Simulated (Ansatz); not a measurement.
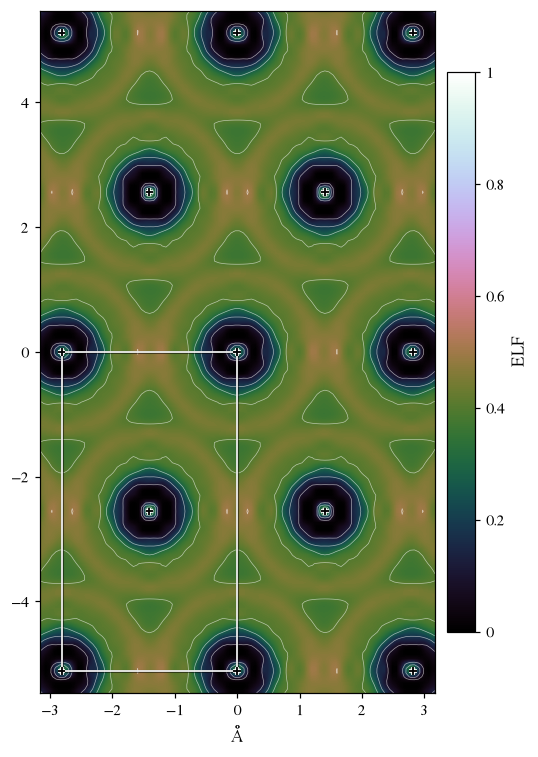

The ELF on a plane through atoms (crosses mark nuclei in the plane).

All numbers below come from DFT PBE, scalar-relativistic, plane waves, PAW (Ansatz 0.2.0).

Candidates:
A. Ga₂O₃, a = 5.06 Å, b = 5.06 Å, c = 13.62 Å, α = 90.00°, β = 90.00°, γ = 120.00°. Space group R-3c.
B. ZrN, a = 4.59 Å, b = 4.59 Å, c = 4.59 Å, α = 90.00°, β = 90.00°, γ = 90.00°. Space group Fm-3m; a structure from a database of computed crystals, not necessarily the ambient phase; computed without spin polarisation.
C. Ge, a = 2.82 Å, b = 5.12 Å, c = 2.69 Å, α = 90.00°, β = 90.00°, γ = 90.00°. Space group Cmmm; a structure from a database of computed crystals, not necessarily the ambient phase.

> Which candidate gave the map?

Candidate C: Ge on the (001) plane of the conventional cell, which holds Ge. Ge–Ge (2.82 Å): the ELF is about 0.45 at the midpoint. Ge–Ge (2.92 Å): the ELF is about 0.40 at the midpoint.
